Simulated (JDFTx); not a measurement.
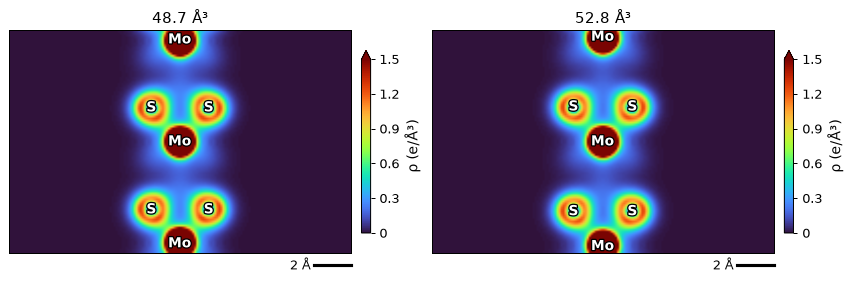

MoS₂. The valence electron density of cells scaled evenly to different volumes (given per atom above each panel), on the (110) plane of each (indices in the axes of the cell below), at one length scale and on one colour scale.

A structure from a database of computed crystals, not necessarily the ambient phase.

These are results of JDFTx 1.7.0 (patched build), Kohn-Sham DFT of a periodic cell, PBEsol, PseudoDojo-SR-PBEsol-0.4.1-standard, not measurements.

The largest cell:

```yaml
crystal:
  lattice:
    - [3.22603, 0.00000, 0.00000]
    - [-1.61301, 2.79382, 0.00000]
    - [0.00000, 0.00000, 17.56271]
  atoms:
    - { symbol: Mo, position: [0.00000, 0.00000, 0.00000] }
    - { symbol: S, position: [0.33333, 0.66667, 0.91051] }
    - { symbol: S, position: [0.33333, 0.66667, 0.08949] }
```

| volume (Å³/atom) | Mo–S contact in the plane (Å) | ρ at its midpoint (e/Å³) | pressure (GPa) | gap on the mesh (eV) | 
| --- | --- | --- | --- | --- |
| 48.71 | 2.373 | 0.644 | 1.1 | 1.85 | 
| 51.75 | 2.421 | ? | ? | ? | 
| 52.76 | 2.437 | 0.575 | −2.9 | 1.63 | 

**Estimate the missing row, and compare with the calculation.**

Over the known rows ln ρ falls by 1.77 per Å of Mo–S distance (the line through the two), which gives 0.592 e/Å³ at 2.421 Å; the calculation gives 0.591 e/Å³. For the pressure, a straight line in volume between the neighbouring rows gives −1.9 GPa; the calculation gives −2.1. For the gap on the mesh, a straight line in volume between the neighbouring rows gives 1.68 eV; the calculation gives 1.68.
